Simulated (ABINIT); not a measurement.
Run report: ZrB2, band-structure run (part 4 of 4)

ZrB2 (P6/mmm, 3 atoms in the cell); Kohn-Sham DFT of a periodic cell, AM05, JTH PAW PBE v2.0, no spin polarisation (ABINIT 10.8.3); cutoff 462.59 eV, 10×10×8 k-mesh, fermi-dirac of 0.05 eV. The structure derives from an entry of the Crystallography Open Database.

Geometry of the input (Å; fractional positions):
```
3.1700  0.0000  0.0000
-1.5850  2.7453  0.0000
0.0000  0.0000  3.5330
Zr 0.0000  0.0000  0.0000
B  0.6667  0.3333  0.5000
B  0.3333  0.6667  0.5000
```

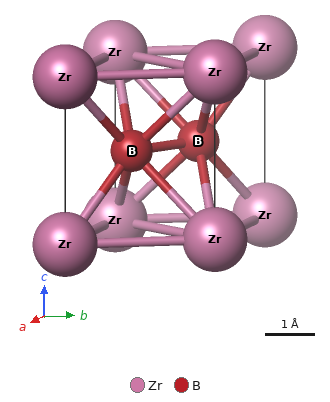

**Figure 1.** The structure (ball-and-stick view of the cell of the calculation, seen slightly off an axis).

### Output, continued
```
--- !ResultsGS
iteration_state: {dtset: 2, }
comment   : Summary of ground state results
lattice_vectors:
- [  5.9904318,   0.0000000,   0.0000000, ]
- [ -2.9952159,   5.1878661,   0.0000000, ]
- [  0.0000000,   0.0000000,   6.6764024, ]
lattice_lengths: [   5.99043,    5.99043,    6.67640, ]
lattice_angles: [ 90.000,  90.000, 120.000, ] # degrees, (23, 13, 12)
lattice_volume:   2.0748628E+02
convergence: {deltae:  0.000E+00, res2:  0.000E+00, residm:  9.976E-13, diffor:  0.000E+00, }
etotal    :  -5.32830417E+01
entropy   :   0.00000000E+00
fermie    :   4.53133449E-01
cartesian_stress_tensor: null
pressure_GPa: null
xred      :
- [  0.0000E+00,   0.0000E+00,   0.0000E+00, Zr]
- [  6.6667E-01,   3.3333E-01,   5.0000E-01,  B]
- [  3.3333E-01,   6.6667E-01,   5.0000E-01,  B]
cartesian_forces: null
force_length_stats: {min: null, max: null, mean: null, }
...

 Integrated electronic density in atomic spheres:
 ------------------------------------------------
 Atom  Sphere_radius  Integrated_density
    1        2.22030          9.12564255
    2        1.70617          1.80216027
    3        1.70617          1.80216027

================================================================================

 ----iterations are completed or convergence reached----

 Mean square residual over all n,k,spin=   46.186E-14; max=  99.764E-14
 reduced coordinates (array xred) for    3 atoms
       0.000000000000      0.000000000000      0.000000000000
       0.666666666667      0.333333333333      0.500000000000
       0.333333333333      0.666666666667      0.500000000000

 cartesian coordinates (angstrom) at end:
    1      0.00000000000000     0.00000000000000     0.00000000000000
    2      1.58499999893432     0.91510017606673     1.76649999880083
    3      0.00000000000000     1.83020035213346     1.76649999880083
 length scales=  5.990431815100  5.990431815100  6.676402398300 bohr
              =  3.169999997869  3.169999997869  3.532999997602 angstroms
 Eigenvalues (hartree) for nkpt=  56  k points:
 kpt#   1, nband= 17, wtk=  1.00000, kpt=  0.0000  0.0000  0.0000 (reduced coord)
  -1.32471   -0.52504   -0.50446   -0.50446   -0.00969    0.35995    0.36091    0.36091
   0.37127    0.58201    0.58201    0.61194    0.61194    0.63847    0.64542    0.64542
   0.74614
 kpt#   2, nband= 17, wtk=  1.00000, kpt=  0.0556  0.0000  0.0000 (reduced coord)
  -1.32458   -0.52484   -0.50560   -0.50471   -0.00740    0.35401    0.36101    0.36220
   0.36863    0.58055    0.58590    0.59474    0.60025    0.64876    0.65794    0.66367
   0.73823
 kpt#   3, nband= 17, wtk=  1.00000, kpt=  0.1111  0.0000  0.0000 (reduced coord)
  -1.32421   -0.52429   -0.50885   -0.50542   -0.00063    0.33576    0.36104    0.36158
   0.36829    0.56837    0.57644    0.58641    0.59525    0.67348    0.67525    0.69727
   0.72072
 kpt#   4, nband= 17, wtk=  1.00000, kpt=  0.1667  0.0000  0.0000 (reduced coord)
  -1.32363   -0.52343   -0.51373   -0.50649    0.01026    0.31074    0.35202    0.36036
   0.37593    0.54637    0.57042    0.57969    0.60262    0.68323    0.70738    0.71300
   0.73699
 kpt#   5, nband= 17, wtk=  1.00000, kpt=  0.2222  0.0000  0.0000 (reduced coord)
  -1.32293   -0.52237   -0.51957   -0.50780    0.02480    0.28256    0.34181    0.35847
   0.38103    0.53561    0.56347    0.58129    0.59816    0.68812    0.71150    0.75759
   0.78102
 kpt#   6, nband= 17, wtk=  1.00000, kpt=  0.2778  0.0000  0.0000 (reduced coord)
  -1.32217   -0.52562   -0.52124   -0.50918    0.04250    0.25320    0.33230    0.35542
   0.37981    0.54097    0.55651    0.58315    0.59048    0.69018    0.73282    0.80525
   0.82813
 kpt#   7, nband= 17, wtk=  1.00000, kpt=  0.3333  0.0000  0.0000 (reduced coord)
  -1.32146   -0.53116   -0.52017   -0.51047    0.06285    0.22368    0.32432    0.35184
   0.37307    0.55034    0.56176    0.56608    0.60499    0.69086    0.76228    0.82379
   0.85756
 kpt#   8, nband= 17, wtk=  1.00000, kpt=  0.3889  0.0000  0.0000 (reduced coord)
  -1.32087   -0.53558   -0.51930   -0.51151    0.08537    0.19460    0.31838    0.34856
   0.36498    0.54553    0.55192    0.59256    0.62118    0.69120    0.79264    0.79560
   0.90490
 kpt#   9, nband= 17, wtk=  1.00000, kpt=  0.4444  0.0000  0.0000 (reduced coord)
  -1.32049   -0.53843   -0.51872   -0.51219    0.10932    0.16672    0.31474    0.34629
   0.35898    0.54249    0.54283    0.62526    0.63424    0.69231    0.76142    0.81690
   0.95028
 kpt#  10, nband= 17, wtk=  1.00000, kpt=  0.5000  0.0000  0.0000 (reduced coord)
  -1.32036   -0.53941   -0.51852   -0.51242    0.12776    0.14697    0.31352    0.34548
   0.35680    0.53971    0.54145    0.63934    0.64223    0.69430    0.74196    0.82658
   0.98223
 kpt#  11, nband= 17, wtk=  1.00000, kpt=  0.4667  0.0667  0.0000 (reduced coord)
  -1.32031   -0.53893   -0.51845   -0.51344    0.13049    0.14801    0.31567    0.31931
   0.38236    0.49571    0.58921    0.61852    0.63927    0.71893    0.74806    0.82395
   0.97236
 kpt#  12, nband= 17, wtk=  1.00000, kpt=  0.4333  0.1333  0.0000 (reduced coord)
  -1.32019   -0.53754   -0.51826   -0.51629    0.13842    0.15113    0.28702    0.32212
   0.41381    0.45538    0.58665    0.62869    0.64041    0.76212    0.76788    0.81631
   0.95322
 kpt#  13, nband= 17, wtk=  1.00000, kpt=  0.4000  0.2000  0.0000 (reduced coord)
  -1.32002   -0.53532   -0.52038   -0.51802    0.15084    0.15637    0.25385    0.33282
   0.42016    0.44800    0.55742    0.61013    0.69214    0.80154    0.80435    0.80980
   0.93529
 kpt#  14, nband= 17, wtk=  1.00000, kpt=  0.3667  0.2667  0.0000 (reduced coord)
  -1.31987   -0.53240   -0.52489   -0.51780    0.16378    0.16615    0.22166    0.34769
   0.39047    0.48450    0.53301    0.58756    0.73978    0.78910    0.84519    0.85863
   0.91151
 kpt#  15, nband= 17, wtk=  1.00000, kpt=  0.3333  0.3333  0.0000 (reduced coord)
  -1.31981   -0.52898   -0.52898   -0.51770    0.17343    0.17343    0.20152    0.36661
   0.36661    0.51418    0.51418    0.57291    0.77174    0.77174    0.88473    0.88473
   0.91127
 kpt#  16, nband= 17, wtk=  1.00000, kpt=  0.3000  0.3000  0.0000 (reduced coord)
  -1.31989   -0.53189   -0.52525   -0.51782    0.14979    0.18544    0.21639    0.34874
   0.38937    0.50132    0.50887    0.59443    0.75350    0.77318    0.85248    0.86499
   0.87522
 kpt#  17, nband= 17, wtk=  1.00000, kpt=  0.2667  0.2667  0.0000 (reduced coord)
  -1.32015   -0.53311   -0.52143   -0.51822    0.12112    0.19997    0.24025    0.33684
   0.41565    0.48517    0.49460    0.63149    0.73558    0.75186    0.79416    0.84272
   0.85988
 kpt#  18, nband= 17, wtk=  1.00000, kpt=  0.2333  0.2333  0.0000 (reduced coord)
  -1.32061   -0.53234   -0.51891   -0.51773    0.09386    0.21715    0.26628    0.33073
   0.44491    0.45986    0.49397    0.65513    0.71919    0.72311    0.74740    0.81947
   0.85146
 kpt#  19, nband= 17, wtk=  1.00000, kpt=  0.2000  0.2000  0.0000 (reduced coord)
  -1.32125   -0.52961   -0.51986   -0.51431    0.06891    0.23706    0.29278    0.32998
   0.43610    0.47623    0.49922    0.64314    0.69344    0.70564    0.72746    0.79510
   0.85169
 kpt#  20, nband= 17, wtk=  1.00000, kpt=  0.1667  0.1667  0.0000 (reduced coord)
  -1.32200   -0.52523   -0.52099   -0.51132    0.04667    0.25962    0.31782    0.33390
   0.41487    0.50795    0.50998    0.61183    0.66515    0.69661    0.72019    0.76925
   0.84491
 kpt#  21, nband= 17, wtk=  1.00000, kpt=  0.1333  0.1333  0.0000 (reduced coord)
  -1.32280   -0.52219   -0.51981   -0.50884    0.02750    0.28437    0.33872    0.34143
   0.39660    0.52573    0.53723    0.58656    0.63928    0.69454    0.71006    0.74145
   0.78798
 kpt#  22, nband= 17, wtk=  1.00000, kpt=  0.1000  0.1000  0.0000 (reduced coord)
  -1.32355   -0.52331   -0.51413   -0.50691    0.01181    0.31020    0.35111    0.35266
   0.38153    0.54579    0.56007    0.57613    0.61667    0.69633    0.70209    0.71090
   0.73730
 kpt#  23, nband= 17, wtk=  1.00000, kpt=  0.0667  0.0667  0.0000 (reduced coord)
  -1.32417   -0.52423   -0.50913   -0.50554    0.00008    0.33471    0.35909    0.36093
   0.37000    0.56930    0.57395    0.58183    0.59847    0.67764    0.67919    0.69646
   0.71891
 kpt#  24, nband= 17, wtk=  1.00000, kpt=  0.0333  0.0333  0.0000 (reduced coord)
  -1.32457   -0.52483   -0.50569   -0.50473   -0.00722    0.35356    0.36070    0.36261
   0.36843    0.58030    0.58633    0.59460    0.59861    0.64975    0.65916    0.66421
   0.73763
 kpt#  25, nband= 17, wtk=  1.00000, kpt=  0.0000  0.0000  0.0000 (reduced coord)
  -1.32471   -0.52504   -0.50446   -0.50446   -0.00969    0.35995    0.36091    0.36091
   0.37127    0.58201    0.58201    0.61194    0.61194    0.63847    0.64542    0.64542
   0.74614
 kpt#  26, nband= 17, wtk=  1.00000, kpt=  0.0000  0.0000  0.0714 (reduced coord)
  -1.32467   -0.52574   -0.50442   -0.50442   -0.00686    0.33725    0.36269    0.36269
   0.39305    0.56590    0.56590    0.60601    0.60601    0.63865    0.66576    0.66576
   0.74511
 kpt#  27, nband= 17, wtk=  1.00000, kpt=  0.0000  0.0000  0.1429 (reduced coord)
  -1.32457   -0.52770   -0.50428   -0.50428    0.00136    0.30880    0.36798    0.36798
   0.41924    0.53926    0.53926    0.58983    0.58983    0.63918    0.70485    0.70485
   0.74225
 kpt#  28, nband= 17, wtk=  1.00000, kpt=  0.0000  0.0000  0.2143 (reduced coord)
  -1.32443   -0.53049   -0.50409   -0.50409    0.01412    0.27980    0.37664    0.37664
   0.44581    0.51472    0.51472    0.56704    0.56704    0.63998    0.73819    0.74937
   0.74937
 kpt#  29, nband= 17, wtk=  1.00000, kpt=  0.0000  0.0000  0.2857 (reduced coord)
  -1.32426   -0.53352   -0.50387   -0.50387    0.03002    0.25158    0.38834    0.38834
   0.47247    0.49473    0.49473    0.54136    0.54136    0.64092    0.73376    0.79525
   0.79525
 kpt#  30, nband= 17, wtk=  1.00000, kpt=  0.0000  0.0000  0.3571 (reduced coord)
  -1.32412   -0.53620   -0.50368   -0.50368    0.04680    0.22622    0.40226    0.40226
   0.48011    0.48011    0.49747    0.51602    0.51602    0.64183    0.72983    0.83842
   0.83843
 kpt#  31, nband= 17, wtk=  1.00000, kpt=  0.0000  0.0000  0.4286 (reduced coord)
  -1.32402   -0.53802   -0.50355   -0.50355    0.06079    0.20719    0.41614    0.41614
   0.47121    0.47121    0.49477    0.49477    0.51667    0.64249    0.72713    0.86256
   0.87193
 kpt#  32, nband= 17, wtk=  1.00000, kpt=  0.0000  0.0000  0.5000 (reduced coord)
  -1.32398   -0.53867   -0.50350   -0.50350    0.06655    0.19976    0.42313    0.42313
   0.46823    0.46823    0.48524    0.48524    0.52416    0.64273    0.72617    0.84829
   0.88523
 kpt#  33, nband= 17, wtk=  1.00000, kpt=  0.0556  0.0000  0.5000 (reduced coord)
  -1.32385   -0.53840   -0.50458   -0.50373    0.06699    0.20315    0.40326    0.40704
   0.47597    0.48466    0.48698    0.48846    0.52589    0.65459    0.73091    0.84680
   0.88607
 kpt#  34, nband= 17, wtk=  1.00000, kpt=  0.1111  0.0000  0.5000 (reduced coord)
  -1.32348   -0.53763   -0.50768   -0.50439    0.06830    0.21298    0.36932    0.38166
   0.45461    0.49802    0.50882    0.52012    0.53106    0.68300    0.74400    0.83938
   0.88486
 kpt#  35, nband= 17, wtk=  1.00000, kpt=  0.1667  0.0000  0.5000 (reduced coord)
  -1.32292   -0.53644   -0.51233   -0.50541    0.07054    0.22833    0.33388    0.35767
   0.43024    0.51363    0.52983    0.53941    0.55632    0.71679    0.76059    0.82846
   0.88482
 kpt#  36, nband= 17, wtk=  1.00000, kpt=  0.2222  0.0000  0.5000 (reduced coord)
  -1.32222   -0.53497   -0.51793   -0.50664    0.07376    0.24756    0.29985    0.33670
   0.40785    0.53476    0.54745    0.55037    0.59273    0.74715    0.76647    0.82944
   0.88661
 kpt#  37, nband= 17, wtk=  1.00000, kpt=  0.2778  0.0000  0.5000 (reduced coord)
  -1.32148   -0.53339   -0.52373   -0.50794    0.07796    0.26814    0.26880    0.31923
   0.39022    0.56053    0.56297    0.56297    0.62699    0.75276    0.76617    0.85213
   0.89124
 kpt#  38, nband= 17, wtk=  1.00000, kpt=  0.3333  0.0000  0.5000 (reduced coord)
  -1.32077   -0.53189   -0.52907   -0.50916    0.08294    0.24196    0.28640    0.30550
   0.37962    0.57559    0.57747    0.58946    0.65650    0.73189    0.76964    0.88494
   0.89623
 kpt#  39, nband= 17, wtk=  1.00000, kpt=  0.3889  0.0000  0.5000 (reduced coord)
  -1.32020   -0.53333   -0.53065   -0.51014    0.08815    0.22062    0.29563    0.29831
   0.37747    0.58608    0.59111    0.61881    0.67878    0.71125    0.76309    0.89594
   0.91046
 kpt#  40, nband= 17, wtk=  1.00000, kpt=  0.4444  0.0000  0.5000 (reduced coord)
  -1.31982   -0.53608   -0.52984   -0.51078    0.09242    0.20646    0.28968    0.30320
   0.38085    0.59252    0.60234    0.64312    0.69233    0.69507    0.75619    0.87451
   0.90117
 kpt#  41, nband= 17, wtk=  1.00000, kpt=  0.5000  0.0000  0.5000 (reduced coord)
  -1.31969   -0.53703   -0.52956   -0.51100    0.09413    0.20141    0.28769    0.30424
   0.38309    0.59456    0.60713    0.65322    0.68853    0.69683    0.75366    0.86156
   0.90691
 kpt#  42, nband= 17, wtk=  1.00000, kpt=  0.4667  0.0667  0.5000 (reduced coord)
  -1.31964   -0.53657   -0.52946   -0.51198    0.09587    0.19782    0.28618    0.30808
   0.38143    0.59550    0.61499    0.65518    0.68870    0.69880    0.75073    0.82626
   0.90854
 kpt#  43, nband= 17, wtk=  1.00000, kpt=  0.4333  0.1333  0.5000 (reduced coord)
  -1.31952   -0.53522   -0.52920   -0.51471    0.10106    0.18759    0.28271    0.31878
   0.37688    0.59814    0.63500    0.66102    0.68899    0.70673    0.74217    0.78068
   0.87777
 kpt#  44, nband= 17, wtk=  1.00000, kpt=  0.4000  0.2000  0.5000 (reduced coord)
  -1.31936   -0.53306   -0.52885   -0.51864    0.10971    0.17247    0.27918    0.33385
   0.37051    0.60191    0.65663    0.67062    0.68876    0.72745    0.72826    0.74306
   0.84713
 kpt#  45, nband= 17, wtk=  1.00000, kpt=  0.3667  0.2667  0.5000 (reduced coord)
  -1.31921   -0.53024   -0.52854   -0.52299    0.12179    0.15493    0.27672    0.34890
   0.36378    0.60573    0.67110    0.68372    0.68669    0.71023    0.71848    0.76462
   0.82027
 kpt#  46, nband= 17, wtk=  1.00000, kpt=  0.3333  0.3333  0.5000 (reduced coord)
  -1.31915   -0.52841   -0.52693   -0.52693    0.13726    0.13726    0.27582    0.35818
   0.35818    0.60763    0.68076    0.68076    0.69989    0.69989    0.70164    0.79996
   0.79996
 kpt#  47, nband= 17, wtk=  1.00000, kpt=  0.3000  0.3000  0.5000 (reduced coord)
  -1.31923   -0.52975   -0.52858   -0.52333    0.12101    0.15608    0.27686    0.35505
   0.35705    0.60483    0.66927    0.68191    0.68833    0.71251    0.71836    0.78809
   0.78860
 kpt#  48, nband= 17, wtk=  1.00000, kpt=  0.2667  0.2667  0.5000 (reduced coord)
  -1.31949   -0.53092   -0.52914   -0.51966    0.10702    0.17816    0.28033    0.34499
   0.35545    0.59606    0.65253    0.66227    0.69060    0.73775    0.74269    0.76360
   0.78404
 kpt#  49, nband= 17, wtk=  1.00000, kpt=  0.2333  0.2333  0.5000 (reduced coord)
  -1.31994   -0.53019   -0.53012   -0.51611    0.09557    0.20341    0.28682    0.32508
   0.36021    0.58279    0.63256    0.63854    0.67752    0.75535    0.75554    0.78496
   0.78601
 kpt#  50, nband= 17, wtk=  1.00000, kpt=  0.2000  0.2000  0.5000 (reduced coord)
  -1.32057   -0.53146   -0.52756   -0.51284    0.08655    0.23165    0.29693    0.30106
   0.36981    0.56722    0.61073    0.61116    0.65026    0.76486    0.76732    0.78733
   0.83429
 kpt#  51, nband= 17, wtk=  1.00000, kpt=  0.1667  0.1667  0.5000 (reduced coord)
  -1.32131   -0.53305   -0.52336   -0.50999    0.07967    0.26267    0.27588    0.31111
   0.38444    0.55064    0.58237    0.58910    0.61839    0.76694    0.78211    0.78717
   0.87973
 kpt#  52, nband= 17, wtk=  1.00000, kpt=  0.1333  0.1333  0.5000 (reduced coord)
  -1.32210   -0.53472   -0.51815   -0.50763    0.07457    0.25178    0.29611    0.32960
   0.40389    0.53290    0.55848    0.56627    0.58537    0.75032    0.77993    0.80209
   0.90628
 kpt#  53, nband= 17, wtk=  1.00000, kpt=  0.1000  0.1000  0.5000 (reduced coord)
  -1.32284   -0.53628   -0.51271   -0.50581    0.07091    0.23061    0.33140    0.35225
   0.42733    0.51449    0.54192    0.54206    0.55197    0.72048    0.76410    0.82183
   0.89032
 kpt#  54, nband= 17, wtk=  1.00000, kpt=  0.0667  0.0667  0.5000 (reduced coord)
  -1.32345   -0.53755   -0.50794   -0.50452    0.06844    0.21402    0.36756    0.37835
   0.45273    0.49883    0.51524    0.51859    0.53181    0.68556    0.74537    0.83797
   0.88611
 kpt#  55, nband= 17, wtk=  1.00000, kpt=  0.0333  0.0333  0.5000 (reduced coord)
  -1.32384   -0.53838   -0.50466   -0.50375    0.06702    0.20341    0.40227    0.40581
   0.47529    0.48688    0.48692    0.48871    0.52604    0.65547    0.73128    0.84663
   0.88588
 kpt#  56, nband= 17, wtk=  1.00000, kpt=  0.0000  0.0000  0.5000 (reduced coord)
  -1.32398   -0.53867   -0.50350   -0.50350    0.06655    0.19976    0.42313    0.42313
   0.46823    0.46823    0.48524    0.48524    0.52416    0.64273    0.72617    0.84829
   0.88523

== END DATASET(S) ==============================================================
================================================================================

 -outvars: echo values of variables after computation  --------
            acell      5.9904318151E+00  5.9904318151E+00  6.6764023983E+00 Bohr
           etotal1    -5.3283041699E+01
            fcart1    -0.0000000000E+00 -0.0000000000E+00 -0.0000000000E+00
                      -0.0000000000E+00 -0.0000000000E+00 -0.0000000000E+00
                      -0.0000000000E+00 -0.0000000000E+00 -0.0000000000E+00
            rprim      1.0000000000E+00  0.0000000000E+00  0.0000000000E+00
                      -5.0000000000E-01  8.6602540380E-01  0.0000000000E+00
                       0.0000000000E+00  0.0000000000E+00  1.0000000000E+00
           strten1     1.5579144578E-04  1.5579144541E-04  1.8640708338E-04
                       0.0000000000E+00  0.0000000000E+00  0.0000000000E+00
           xangst      0.0000000000E+00  0.0000000000E+00  0.0000000000E+00
                       1.5849999989E+00  9.1510017607E-01  1.7664999988E+00
                       2.0239315388E-17  1.8302003521E+00  1.7664999988E+00
             xred      0.0000000000E+00  0.0000000000E+00  0.0000000000E+00
                       6.6666666667E-01  3.3333333333E-01  5.0000000000E-01
                       3.3333333333E-01  6.6666666667E-01  5.0000000000E-01
 Calculation completed.
```

### Results in brief

```csv
quantity,value
outcome,converged
space group (tolerance 0.01 Å),P6/mmm (191)
electrons treated,18
free energy,−1449.9054 eV
Fermi energy,12.330 eV
gap on the k-point mesh,none (metallic)
pressure,−4.88 GPa
largest force (length of the vector),under 0.001 eV/Å
hardware,"1 thread of Arm Neoverse V2, 24 GiB of memory available, shared host"
wall time,29 s
peak memory,0.11 GiB
```
